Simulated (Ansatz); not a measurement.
```yaml
crystal:
  lattice:
    - [3.75651, 0.00000, 0.00000]
    - [0.00000, 5.31251, 0.00000]
    - [0.00000, 0.00000, 24.39128]
  atoms:
    - { symbol: Co, position: [0.50000, 0.50000, 0.30749] }
    - { symbol: Si, position: [0.00000, 0.75000, 0.30749] }
    - { symbol: Si, position: [0.00000, 0.25000, 0.30749] }
    - { symbol: Co, position: [0.00000, 0.00000, 0.38449] }
    - { symbol: Si, position: [0.50000, 0.25000, 0.38449] }
    - { symbol: Si, position: [0.50000, 0.75000, 0.38449] }
    - { symbol: Co, position: [0.50000, 0.50000, 0.46150] }
    - { symbol: Si, position: [0.00000, 0.75000, 0.46150] }
    - { symbol: Si, position: [0.00000, 0.25000, 0.46150] }
    - { symbol: Co, position: [0.00000, 0.00000, 0.53850] }
    - { symbol: Si, position: [0.50000, 0.25000, 0.53850] }
    - { symbol: Si, position: [0.50000, 0.75000, 0.53850] }
    - { symbol: Co, position: [0.50000, 0.50000, 0.61551] }
    - { symbol: Si, position: [0.00000, 0.75000, 0.61551] }
    - { symbol: Si, position: [0.00000, 0.25000, 0.61551] }
    - { symbol: Co, position: [0.00000, 0.00000, 0.69251] }
    - { symbol: Si, position: [0.50000, 0.25000, 0.69251] }
    - { symbol: Si, position: [0.50000, 0.75000, 0.69251] }
```

Not relaxed (largest force 0.4 eV/Å); computed without spin polarisation.

Level of theory: Ansatz, DFT PBEsol, scalar-relativistic, plane waves, PAW.

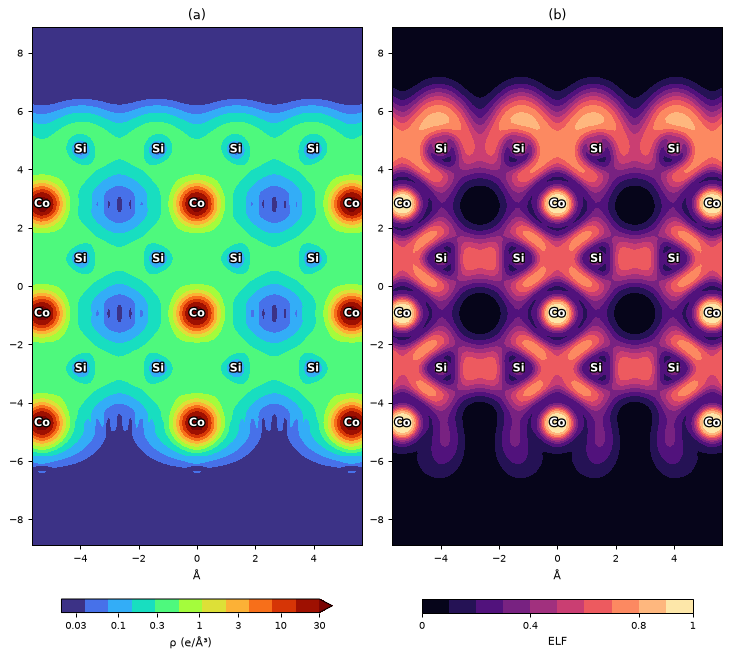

CoSi$_{2}$ (slab). (a) valence pseudo-density; (b) electron localisation function on the (100) plane of the calculation cell, a cut from vacuum to vacuum.

The density is the valence pseudo-density of a PAW calculation; it isn't the true density close to the nuclei.

Q: What do the fields say about this system?

A: The section cuts through Co and Si sites.
Co–Si (2.30 Å): ρ is about 0.5 e/Å³ halfway; the ELF peaks at about 0.70 in the valence shell of Si, 0.9 Å from its nucleus, and is about 0.50 at the midpoint.
The density dies away to nearly zero in the vacuum.
The features right at Co lie inside the PAW spheres, where the map follows smoothed inner orbitals and isn't to be read closely.
